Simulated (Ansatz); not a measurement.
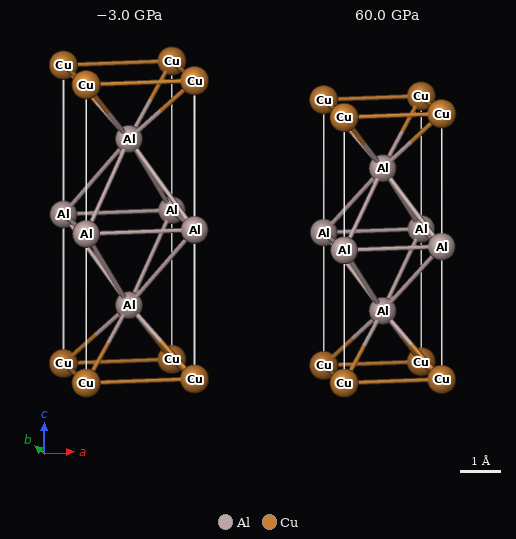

A crystal of Al$_{3}$Cu (set up in P4/mmm), relaxed (cell and atoms) at several target pressures. The picture shows the first and the last member. Style: ball-and-stick. Shown: the cell of the calculation, slightly off an axis.

Computed with Ansatz 0.2.0: DFT r2SCAN, scalar-relativistic, plane waves, PAW. Set-up: plane-wave cutoff 500 eV; k-point mesh 16 × 16 × 6; occupations gaussian; smearing width 0.1 eV; no spin polarisation; cell and atoms relaxed; force threshold 0.008 eV/Å.

| pressure (GPa) | volume (Å³/atom) | a (Å) | c (Å) |
| --- | --- | --- | --- |
| −3.0 | 15.047 | 2.801 | 7.674 |
| 0.0 | 14.603 | 2.774 | 7.592 |
| 3.0 | ? | ? | ? |
| 8.0 | 13.686 | 2.717 | 7.417 |
| 15.0 | 13.076 | 2.677 | 7.297 |
| 30.0 | 12.099 | 2.611 | 7.097 |
| 60.0 | 10.838 | 2.519 | 6.834 |

Fill in the missing row.

Answer. Murnaghan's form V = V₀(1 + B′P/B₀)^(−1/B′), with V₀ = 14.603 Å³ from the row at zero pressure, fits the other rows with B₀ = 109 GPa and B′ = 3.77 (largest miss 0.013 Å³). At 3.0 GPa it gives 14.603 × (1 + 3.77 × 3.0/109)^(−1/3.77) = 14.226 Å³ per atom. The calculation gives 14.221 Å³/atom (a = 2.750 Å, c = 7.519 Å). The estimate is 0.005 Å³/atom too high. From the first member to the last: Al–Al 2.915 → 2.556 Å, Al–Al 2.801 → 2.519 Å, Cu–Cu 2.801 → 2.519 Å.

The whole series:

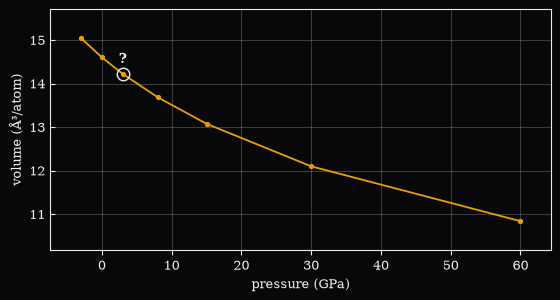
